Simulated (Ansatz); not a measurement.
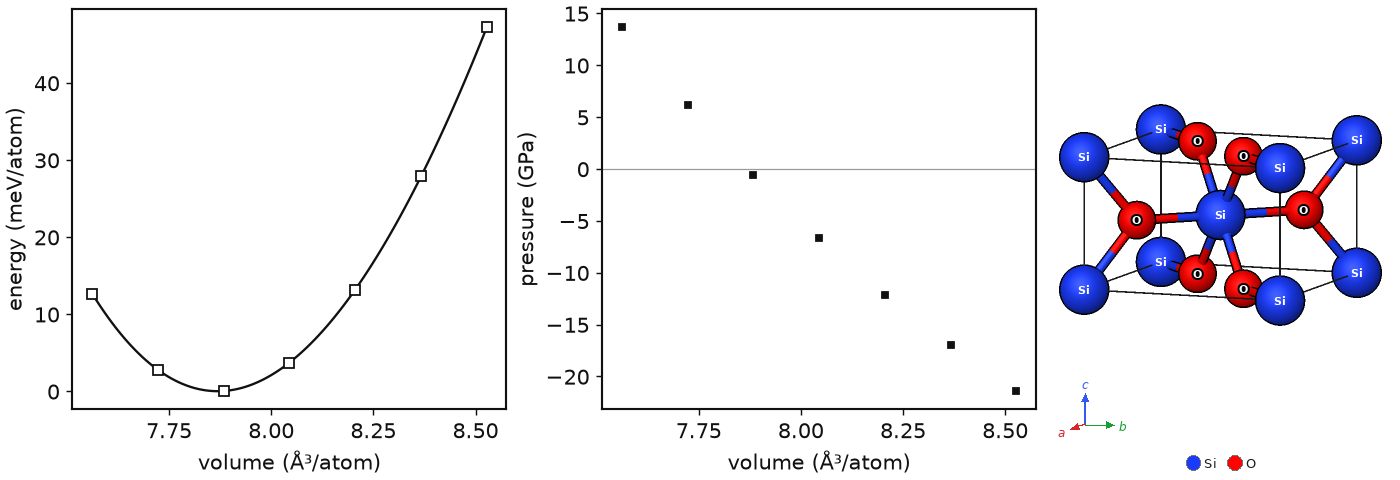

Calculation (Ansatz 0.2.0): all-electron LAPW DFT, no spin polarisation; energies at scaled volumes of the given cell, shape and fractions fixed, counted from the fit's minimum, third-order Birch-Murnaghan fit. Level: PBEsol.

```csv
setting,value
k mesh,6×6×10
occupations,Fermi–Dirac
smearing width,0.05 eV
potentials,"all electron LAPW, scalar relativistic"
program settings,basis error eV/atom 0.001
```

Structure:
```yaml
crystal:
  lattice:
    - [4.23317, 0.00000, 0.00000]
    - [0.00000, 4.23317, 0.00000]
    - [0.00000, 0.00000, 2.69349]
  atoms:
    - { symbol: Si, position: [0.00000, 0.00000, 0.00000] }
    - { symbol: Si, position: [0.50000, 0.50000, 0.50000] }
    - { symbol: O, position: [0.80684, 0.19316, 0.50000] }
    - { symbol: O, position: [0.30684, 0.30684, 0.00000] }
    - { symbol: O, position: [0.19316, 0.80684, 0.50000] }
    - { symbol: O, position: [0.69316, 0.69316, 0.00000] }
```

Caption: Energy and pressure against volume for SiO₂, space group P4_2/mnm (No. 136). The conventional cell is drawn beside the plot.

A third-order Birch–Murnaghan fit gives V0 = 7.87 Å³/atom, B0 = 316 GPa and B′ = 4.2. The energy is 12.62 meV/atom at volume 7.5618 Å³/atom and 47.21 meV/atom at 8.5271 Å³/atom; the lowest computed point is at volume 7.8836 Å³/atom (0.03 meV/atom), in a single well. The pressure falls from 13.65 GPa at volume 7.5618 Å³/atom to −21.42 GPa at 8.5271 Å³/atom, and changes sign near 7.87 Å³/atom.

Caveats: shape and atomic fractions are frozen while scaling, which makes layered, chain and framework solids too stiff.
